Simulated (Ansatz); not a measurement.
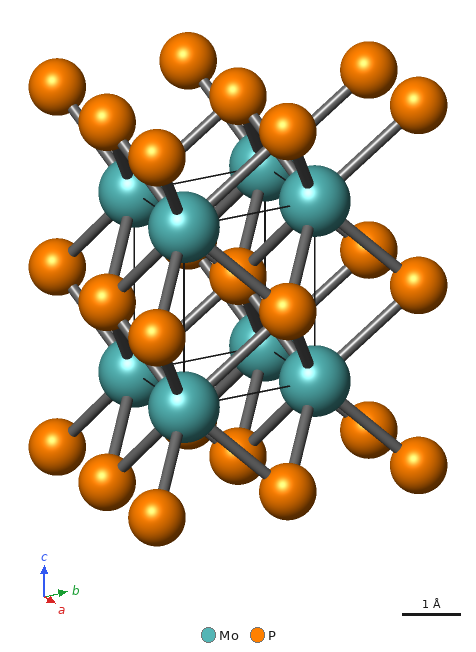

The starting point is a crystal of MoP (set up in P-6m2). The picture is a ball-and-stick view of the cell of the calculation, seen slightly off an axis.

These are results of DFT r2SCAN, scalar-relativistic, plane waves, PAW in Ansatz 0.2.0, not measurements. Set-up: plane-wave cutoff 500 eV; k-point mesh 18 × 18 × 14; occupations gaussian; smearing width 0.1 eV; no spin polarisation.

Change: The volume is changed by −6.0 %. The cell's shape and the atoms are relaxed at that volume.

What is the effect?

Answer. Cell: a = b 3.235 → 3.156 Å (−2.4 %), c 3.182 → 3.143 Å (−1.2 %). Volume −6.0 %. No atom moves by more than 0.005 Å relative to the cell. Some distances before and after: Mo–P 2.453 → 2.406 Å. The space group stays P-6m2 (No. 187). It costs 40.7 meV per atom. The pressure goes from 0.0 to 15.9 GPa. Both are metals.

Drawn alike, the variant:

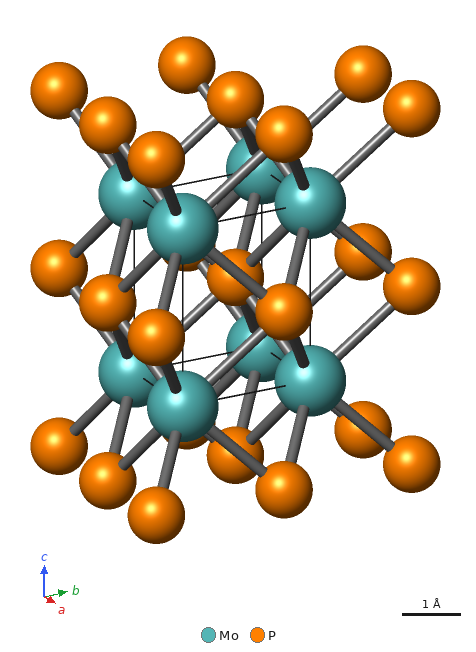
